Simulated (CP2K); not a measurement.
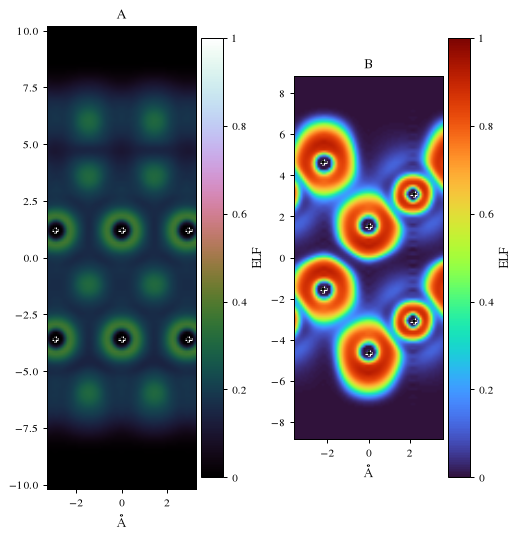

The electron localisation function of 2 systems, each on a plane through atoms (crosses mark nuclei in the plane).

Level of theory: CP2K, Kohn-Sham DFT of a periodic cell, PBE, GTH-PBE with UZH-DZVP basis.

System 1: Ag (slab), the (11̄0) plane of the calculation cell, a cut from vacuum to vacuum. 

System 2: ZrSe2 (slab), the (110) plane of the calculation cell, a cut from vacuum to vacuum. Not relaxed (largest force 0.5 eV/Å).

Q: Match each panel to its system.

A: Panel A is system 1, Ag: the plane holds Ag. Ag–Ag (2.95 Å): the ELF is about 0.15 at the midpoint: no shared electron pair shows on this line. Panel B is system 2, ZrSe2: the plane holds Se and Zr. Zr–Se (2.68 Å): the ELF is about 0.40 at the midpoint.
